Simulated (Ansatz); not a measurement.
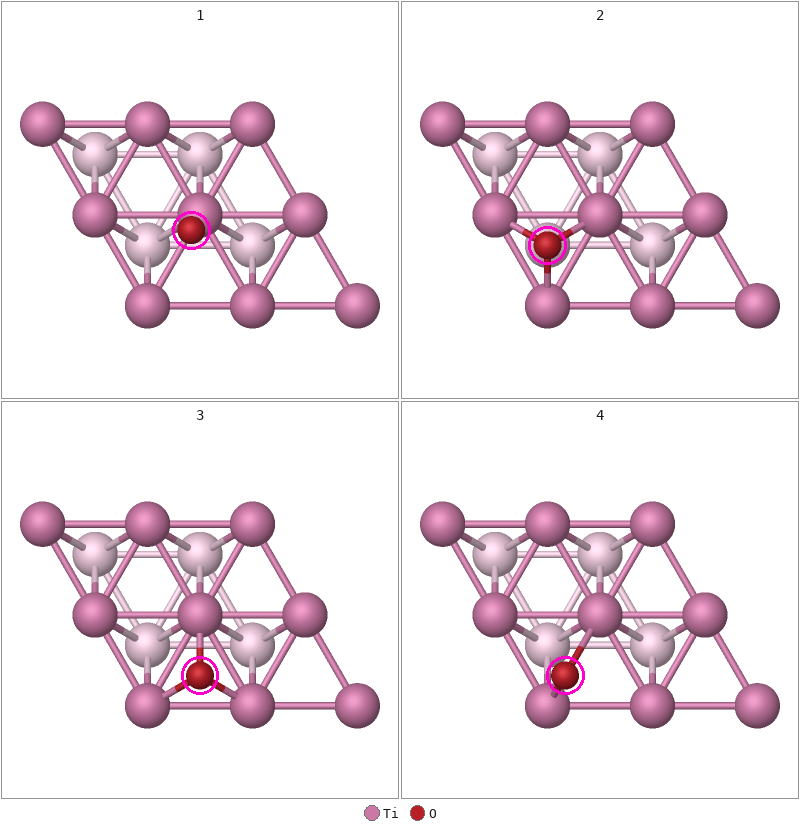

O on a Ti(001) slab cut from the P6_3/mmc phase, its upper half relaxed before the scan (16 atoms of substrate and one adsorbate in a 2 × 2 cell). 
- O is moved over the surface cell; relaxed at each place: the height of the adsorbate's atoms; substrate rigid; the origin of the map has the adsorbate above Ti13.
- Places are given modulo a cell vector. The map is drawn in real space over the plane of the surface.
- The scan uses a 6 × 6 grid; 10 points were computed and 26 follow by symmetry.
- Places are given in fractions of the 1 × 1 surface cell.
- All energies are given in eV relative to the lowest grid point.
- The runs have no spin polarisation; a magnetic state may lie lower.
- The calculation used DFT PBE, scalar-relativistic, plane waves, PAW (Ansatz 0.2.0). Settings: cutoff 420 eV, k-mesh 6×6×1, gaussian smearing 0.1 eV, no spin polarisation.

The numbered pictures are structures from this grid. Rings mark the moved atoms.

Q: Which is the most stable, and how do the others follow?

A: 3, at a threefold hollow, (4/6, 2/6) of the cell vectors: 0.00 eV; 2, at a threefold hollow over a second-layer Ti atom, (2/6, 4/6) of the cell vectors: 0.40 eV; 4, at (2/6, 2/6) of the cell vectors [nearest 1 Ti at 1.71 Å]: 1.50 eV; 1, at (5/6, 5/6) of the cell vectors [nearest 1 Ti at 1.70 Å]: 2.26 eV.

The map, with the structures marked:

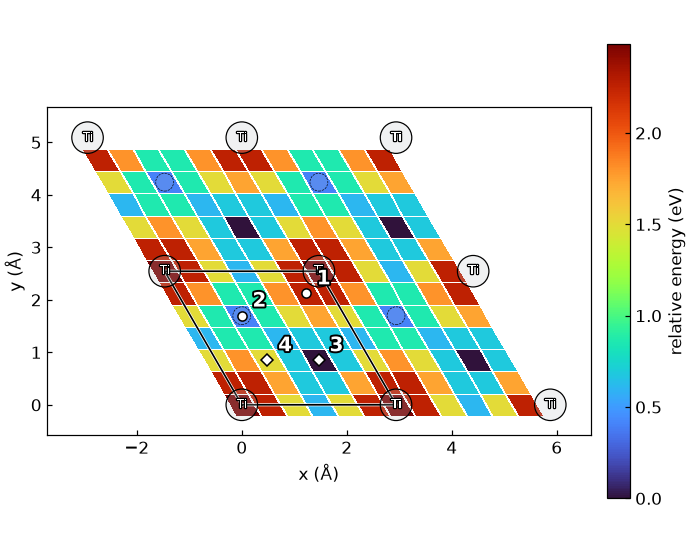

The picture shows one coloured cell a grid point, labelled circles for the atoms of the top layer and small ones for the second layer, the outline of one cell of the 2 × 2 shown.

PAW datasets: the set soft_1.
